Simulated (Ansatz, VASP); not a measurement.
# La4VB23: VASP beside Ansatz

One calculation is typed for both programs; each brings its own data sets and cutoff. How far apart do they land? The structure shown is the end of the VASP relaxation below.

Main program and level: Ansatz 0.2.0; plane waves, with VASP 6.6.1 beside it; single point at PBEsol.

### Step 1. The starting structure

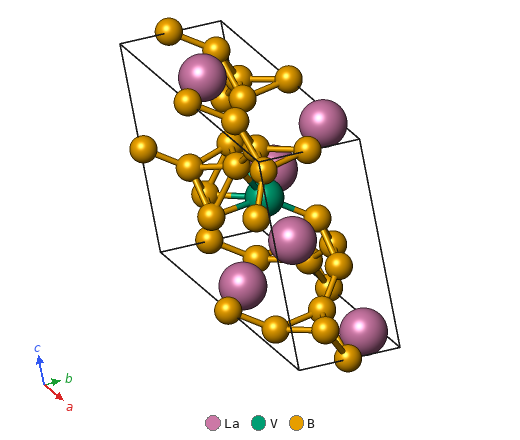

The cell as given, slightly off an axis (lanthanum pink, vanadium teal, boron orange). Some periodic images of atoms are drawn too.

The cell holds 28 atoms: 4 La, 1 V and 23 B. Its edges and angles: a = 7.156 Å, b = 7.156 Å, c = 7.156 Å, α = 109.5°, β = 109.5°, γ = 109.5°. It derives from LaB6. Nearest the centre at fractional (0.650, 0.650, 0.500): V5 at 0.16 Å, B13 at 1.88 Å, B17 at 1.88 Å, B25 at 1.88 Å, B21 at 1.88 Å, B10 at 1.98 Å, B9 at 2.42 Å, La2 at 3.06 Å.

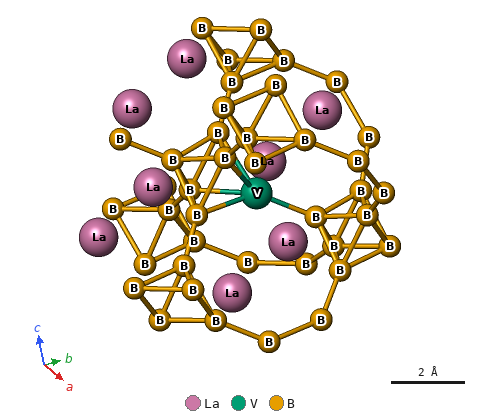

The atoms within 5 Å of the centre.

### Step 2. VASP: relaxation, PBEsol

This run makes the geometry at which the two programs are then compared.

Lines of VASP's logs that name or quote its potential files are left out, and so is its time.

INCAR

```
SYSTEM = La4VB23
PREC = Normal
ENCUT = 320
EDIFF = 1E-05
NELM = 120
ISMEAR = 1
SIGMA = 0.2
LREAL = Auto
ALGO = Fast
GGA = PS
NBANDS = 80
ISPIN = 2
MAGMOM = 0 0 0 0 0.6 0 0 0 0 0.6 0 0 0.6 0 0 0 0.6 0 0 0 0 0 0 0 0 0 0 0
LASPH = .TRUE.
LMAXMIX = 6
AMIX = 0.2
BMIX = 1E-04
AMIX_MAG = 0.8
BMIX_MAG = 1E-04
LORBIT = 11
LWAVE = .FALSE.
LCHARG = .TRUE.
KPAR = 4
IBRION = 2
NSW = 50
ISIF = 2
EDIFFG = -0.03
POTIM = 0.4
MAXMIX = 40
ISYM = 2
```

POSCAR

```
La4VB23
1.0
   -4.1312644964      4.1312644964      4.1312644964
    4.1312644964     -4.1312644964      4.1312644964
    4.1312644964      4.1312644964     -4.1312644964
La V B
4 1 23
Direct
    0.0000000000      0.0000000000      0.0000000000
    0.5000000000      0.5000000000      0.0000000000
    0.5000000000      0.0000000000      0.5000000000
    0.0000000000      0.5000000000      0.5000000000
    0.6501974300      0.6501974300      0.5000000000
    0.1501974300      0.1501974300      0.5000000000
    0.1501974300      0.6501974300      0.0000000000
    0.6501974300      0.1501974300      0.0000000000
    0.3498025700      0.3498025700      0.5000000000
    0.8498025700      0.8498025700      0.5000000000
    0.8498025700      0.3498025700      0.0000000000
    0.3498025700      0.8498025700      0.0000000000
    0.6501974300      0.5000000000      0.6501974300
    0.1501974300      0.0000000000      0.6501974300
    0.1501974300      0.5000000000      0.1501974300
    0.6501974300      0.0000000000      0.1501974300
    0.5000000000      0.6501974300      0.6501974300
    0.0000000000      0.1501974300      0.6501974300
    0.0000000000      0.6501974300      0.1501974300
    0.5000000000      0.1501974300      0.1501974300
    0.3498025700      0.5000000000      0.3498025700
    0.8498025700      0.0000000000      0.3498025700
    0.8498025700      0.5000000000      0.8498025700
    0.3498025700      0.0000000000      0.8498025700
    0.5000000000      0.3498025700      0.3498025700
    0.0000000000      0.8498025700      0.3498025700
    0.0000000000      0.3498025700      0.8498025700
    0.5000000000      0.8498025700      0.8498025700
```

KPOINTS

```
Automatic mesh
0
Gamma
4 4 4
0 0 0
```

PAW data sets: La, V and B (PBE family, release 64).

Command:

```console
> mpirun -np 4 vasp_std
```

Numbers of over 12 decimals in the logs are rounded to 6 here.

Output:

```text
[banner, memory and clock lines left out]
running    4 mpi-ranks, on    1 nodes
 distrk:  each k-point on    1 cores,    4 groups
 distr:  one band on    1 cores,    1 groups

 POSCAR found type information on POSCAR LaV B
 POSCAR found :  3 types and      28 ions
|                                                                             |
|               ----> ADVICE to this user running VASP <----                  |
|                                                                             |
|     You enforced a specific xc type in the INCAR file but a different       |
|     [... a line on the potential file left out ...]
|     I HOPE YOU KNOW WHAT YOU ARE DOING!                                     |
|                                                                             |

 LDA part: xc-table for (Slater+PW92), standard interpolation
 POSCAR, INCAR and KPOINTS ok, starting setup
 FFT: planning ... GRIDC
 FFT: planning ... GRID_SOFT
 FFT: planning ... GRID
 WAVECAR not read
 entering main loop
       N       E                     dE             d eps       ncg     rms          rms(c)
DAV:   1     0.109742117244E+04    0.10974E+04   -0.29531E+04  7728   0.129E+03
DAV:   2     0.147771745848E+03   -0.94965E+03   -0.86213E+03  8944   0.345E+02
DAV:   3    -0.175282373896E+03   -0.32305E+03   -0.31196E+03 11672   0.180E+02
DAV:   4    -0.214264167978E+03   -0.38982E+02   -0.37957E+02 13712   0.941E+01
DAV:   5    -0.216914422474E+03   -0.26503E+01   -0.26081E+01 14472   0.262E+01    0.456E+01
RMM:   6    -0.202062072559E+03    0.14852E+02   -0.20633E+01 10675   0.187E+01    0.289E+01
RMM:   7    -0.198879296817E+03    0.31828E+01   -0.75051E+01 11578   0.249E+01    0.865E+00
RMM:   8    -0.198275045740E+03    0.60425E+00   -0.69825E+00 11307   0.125E+01    0.117E+01
RMM:   9    -0.199002084483E+03   -0.72704E+00   -0.54359E+00 13183   0.505E+00    0.118E+01
RMM:  10    -0.200663001964E+03   -0.16609E+01   -0.46193E+00 12308   0.610E+00    0.916E+00
RMM:  11    -0.199110236080E+03    0.15528E+01   -0.14846E+00 11106   0.696E+00    0.706E+00
RMM:  12    -0.197919948295E+03    0.11903E+01   -0.29711E+00 11452   0.638E+00    0.465E+00
RMM:  13    -0.197906532341E+03    0.13416E-01   -0.42451E-01 12932   0.217E+00    0.478E+00
RMM:  14    -0.197656061477E+03    0.25047E+00   -0.54912E-01 11783   0.282E+00    0.256E+00
[...]
RMM:  34    -0.197528491979E+03   -0.66713E-03   -0.80041E-03  7413   0.199E-01    0.308E-01
RMM:  35    -0.197529143021E+03   -0.65104E-03   -0.77027E-03  7443   0.190E-01    0.292E-01
RMM:  36    -0.197529843952E+03   -0.70093E-03   -0.81875E-03  7338   0.182E-01    0.326E-01
RMM:  37    -0.197530261475E+03   -0.41752E-03   -0.54279E-03  7170   0.170E-01    0.290E-01
RMM:  38    -0.197530819038E+03   -0.55756E-03   -0.64586E-03  7453   0.168E-01    0.290E-01
RMM:  39    -0.197531198133E+03   -0.37910E-03   -0.46199E-03  7716   0.167E-01    0.275E-01
RMM:  40    -0.197531712663E+03   -0.51453E-03   -0.60978E-03  7112   0.157E-01    0.293E-01
RMM:  41    -0.197532018461E+03   -0.30580E-03   -0.37726E-03  7088   0.151E-01    0.291E-01
[...]
RMM:  12    -0.201277201105E+03   -0.72824E-05   -0.82313E-05  6750   0.426E-02
  16 F= -.20127720E+03 E0= -.20127842E+03  d E =-.106446E-01  mag=     0.5155
[... from here on, the cycles between the ionic steps are left out ...]
  17 F= -.20127783E+03 E0= -.20127907E+03  d E =-.112729E-01  mag=     0.5080
  18 F= -.20128039E+03 E0= -.20128151E+03  d E =-.255938E-02  mag=     0.4830
  19 F= -.20128130E+03 E0= -.20128246E+03  d E =-.346570E-02  mag=     0.4908
  20 F= -.20128281E+03 E0= -.20128408E+03  d E =-.151818E-02  mag=     0.4824
  21 F= -.20128294E+03 E0= -.20128423E+03  d E =-.164410E-02  mag=     0.4810
  22 F= -.20128357E+03 E0= -.20128492E+03  d E =-.627567E-03  mag=     0.4725
  23 F= -.20128363E+03 E0= -.20128497E+03  d E =-.692425E-03  mag=     0.4738
  24 F= -.20128381E+03 E0= -.20128512E+03  d E =-.173955E-03  mag=     0.4672
  25 F= -.20128382E+03 E0= -.20128514E+03  d E =-.191173E-03  mag=     0.4692
  26 F= -.20128383E+03 E0= -.20128515E+03  d E =-.197525E-03  mag=     0.4686
  27 F= -.20128383E+03 E0= -.20128515E+03  d E =-.199935E-03  mag=     0.4690
 curvature:  -0.20 expect dE=-0.589E-04 dE for cont linesearch -0.406E-06
 trial: gam= 0.31316 g(F)=  0.294E-03 g(S)=  0.000E+00 ort = 0.532E-04 (trialstep = 0.757E+00)
 search vector abs. value=  0.464E-03
 bond charge predicted
       N       E                     dE             d eps       ncg     rms          rms(c)
DAV:   1    -0.201283848480E+03   -0.17037E-04   -0.14892E-02  9344   0.457E-01    0.471E-02
RMM:   2    -0.201283884146E+03   -0.35666E-04   -0.91233E-04  9856   0.212E-01    0.343E-02
RMM:   3    -0.201283920226E+03   -0.36080E-04   -0.33926E-04  8584   0.729E-02    0.286E-02
RMM:   4    -0.201283925432E+03   -0.52059E-05   -0.66334E-05  6928   0.413E-02
  28 F= -.20128393E+03 E0= -.20128523E+03  d E =-.938730E-04  mag=     0.4652
 trial-energy change:   -0.000094  1 .order   -0.000080   -0.000235    0.000075
 step:   0.5740(harm=  0.5740)  dis= 0.00059  next Energy=  -201.283921 (dE=-0.890E-04)
 reached required accuracy - stopping structural energy minimisation
```

(Part 1 of 3 ends here.)

[Lines on the potential files, build, host, timing and source positions are cut from VASP's logs without a mark.]

[Logs are printed without paths, hosts, clocks, repeated set-up lines and the standing remarks that a program may print on its own settings, such as how far it seeks lower states.]

[Hosts, paths, dates, database ids (printed as entryN), source tags and the programs' standing remarks are cut or masked in the printed files.]
